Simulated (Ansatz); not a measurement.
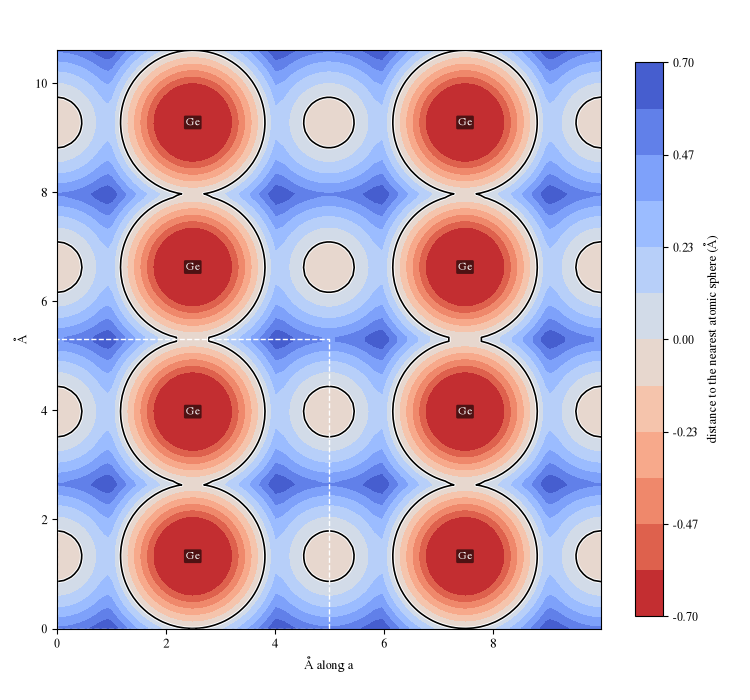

Map of the distance to the nearest atomic sphere in Ge (Imma, No. 74), computed on the section z = 0.500 (parallel to a and b; the dashed line is one cell). The black line marks the spheres' surfaces; positive values are empty space; unlabelled circles belong to atoms above or below the section.

Hard-sphere model; touching radii (half the shortest distance): Ge 1.34 Å.

Origin of the cell: the input geometry of an electronic-structure calculation (not necessarily at equilibrium).

```xyz
4
Lattice="4.9918 0.0000 0.0000 0.0000 5.3017 0.0000 0.0000 0.0000 2.8739" Properties=species:S:1:pos:R:3 pbc="T T T"
Ge    0.0000    3.9763    2.6898
Ge    0.0000    1.3254    0.1841
Ge    2.4959    1.3254    1.2529
Ge    2.4959    3.9763    1.6210
```

Q: Where is the largest hole in this section, and how large is it?

A: At 0.812, 0.000, 0.500 (fractional), where the distance reaches 0.71 Å; it is enclosed by 4 Ge (then 2 Ge) in a distorted tetrahedral arrangement. It is the largest hole of the crystal.

Q: How much of the crystal lies outside the spheres?

A: About 47 % of the cell's volume, and 54 % of this section's area.

Q: What can pass through?

A: The largest sphere that fits anywhere has a diameter of 1.43 Å; the largest that can travel through the crystal, about 1.3 Å.
